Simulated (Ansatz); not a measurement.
Input

```
crystal:
  lattice:
    - [6.374129, 0.0, 0.0]
    - [0.0, 6.374129, 0.0]
    - [0.0, 0.0, 6.374129]
  atoms:
    - { symbol: Zn, position: [0.5, 0.5, 0.0] }
    - { symbol: Zn, position: [0.5, 0.0, 0.5] }
    - { symbol: Zn, position: [0.0, 0.5, 0.5] }
    - { symbol: Zn, position: [0.0, 0.0, 0.0] }
    - { symbol: Se, position: [0.108523, 0.891477, 0.391477] }
    - { symbol: Se, position: [0.891477, 0.391477, 0.108523] }
    - { symbol: Se, position: [0.391477, 0.108523, 0.891477] }
    - { symbol: Se, position: [0.608523, 0.608523, 0.608523] }
    - { symbol: Se, position: [0.891477, 0.108523, 0.608523] }
    - { symbol: Se, position: [0.108523, 0.608523, 0.891477] }
    - { symbol: Se, position: [0.608523, 0.891477, 0.108523] }
    - { symbol: Se, position: [0.391477, 0.391477, 0.391477] }
total_charge: -0.25
basis:
  ecutwfc: 500
  fft_grid_basis: typed
kpoints:
  mp_grid: { grid: [4, 4, 4] }
hamiltonian:
  xc: r2scan
  pseudopotentials: { kind: paw }
scf:
  occupations: { method: gaussian, width: 0.05 }
output:
  forces: true
  stress: true
  eigenvalues: true
  bader: true
  write_density: true
  volumetric_format: npy
```

Launched as:

```sh
ansatz run input.yaml --threads 2 --pin off --max-ram 4096MiB --backend cpu --events-out ev --progress --plain --runs-dir out
```

The picture shows the conventional cell (a = 6.37 Å, b = 6.37 Å, c = 6.37 Å, α = 90.00°, β = 90.00°, γ = 90.00°).

Space group Pa-3; the calculation finds a residual pressure of about −2 GPa at this fixed cell. The cell comes from a database of computed structures, not from a measurement.

Computed with Ansatz 0.2.0, DFT r2SCAN, scalar-relativistic, plane waves, PAW.

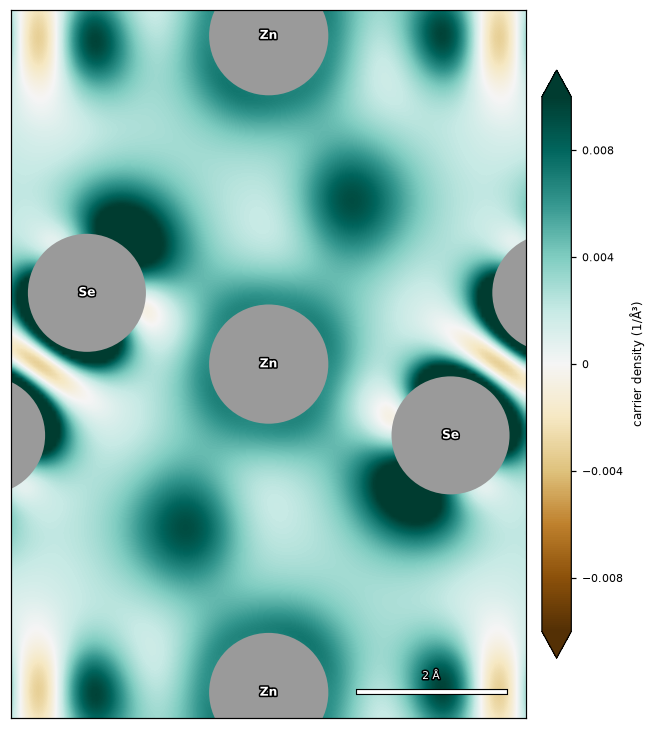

ZnSe2. Where the extra electron sits when 0.25 electron is added to the 12-atom cell of the calculation (uniform compensating background, atoms fixed); the change of density for each carrier, counted positive where the carrier is: a map on the (011) plane of the conventional cell, with grey discs over the atomic cores. Cores are masked to 0.8 Å (Zn) and 0.8 Å (Se).

In a PAW calculation such maps are meaningful between the atoms, not at the nuclei.

Q: Where does the doped charge go?

A: Summed over atomic cells sized by the Bader volumes, the added electron divides as Se about 80 % and Zn about 20 %; these cells fill 20 % (Zn) and 80 % (Se) of the volume.
- Over the whole cell, outside the cores, it is densest at the edge of the masked core of Se.
- The counter-flow of charge adds up to under 0.1 e for each carrier.
- These are shares of the net change, screening included; the states that take the carrier can be more concentrated.

Run times: 62 s (electron) and 70 s (base cell), on 2 threads of Intel(R) Xeon(R) 6975P-C (Granite Rapids), on a shared host.
